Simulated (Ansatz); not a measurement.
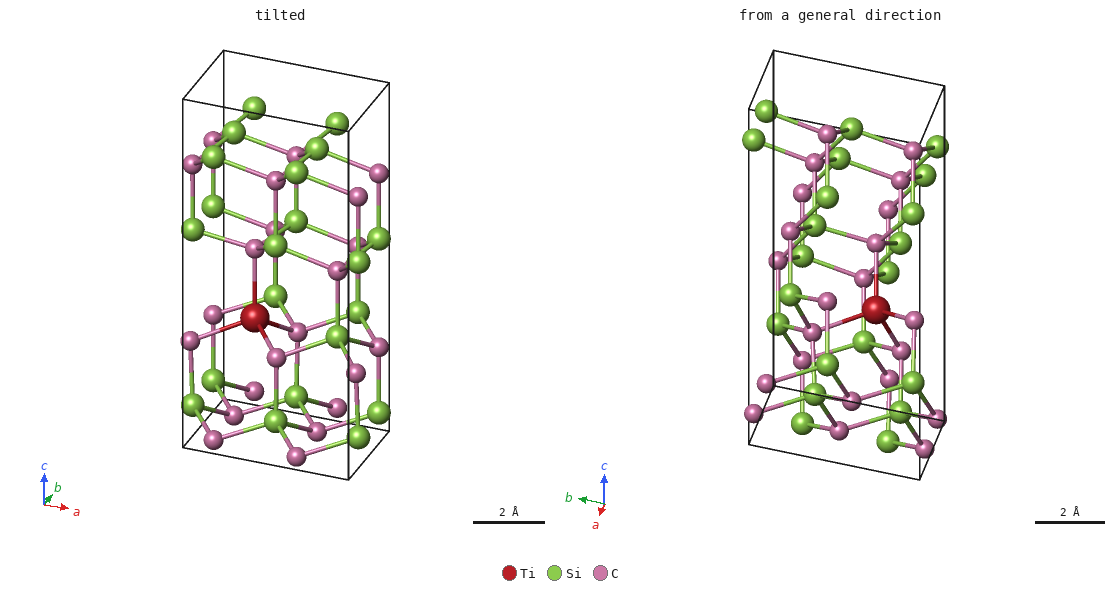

We look at a ball-and-stick model of the crystal slightly off an axis and from a general direction. Thin lines show the supercell, with boundary atoms drawn in all their periodic places. The host is SiC, in a cell of 32 sites, and the cell carries a charge of -1.

> Identify the point defect.

Titanium on a silicon site (a substitutional impurity). It is bonded to four C in a tetrahedral arrangement at about 2.0 Å.

Method used: Ansatz, DFT PBE, scalar-relativistic, plane waves, PAW. It ran with a basis cut at 420 eV, a 2×2×2 mesh of k-points, Gaussian smearing of 0.01 eV, collinear spins.

> Is the defect spin-polarised?

Yes, 0.2 μB in the cell.

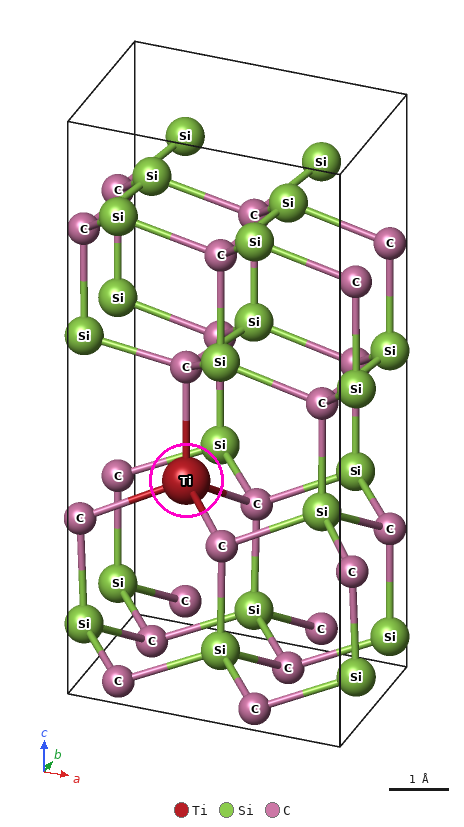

The same cell with a ring at the defect's site.

The atoms were relaxed in the host's cell with Ansatz, DFT PBE, scalar-relativistic, plane waves, PAW.
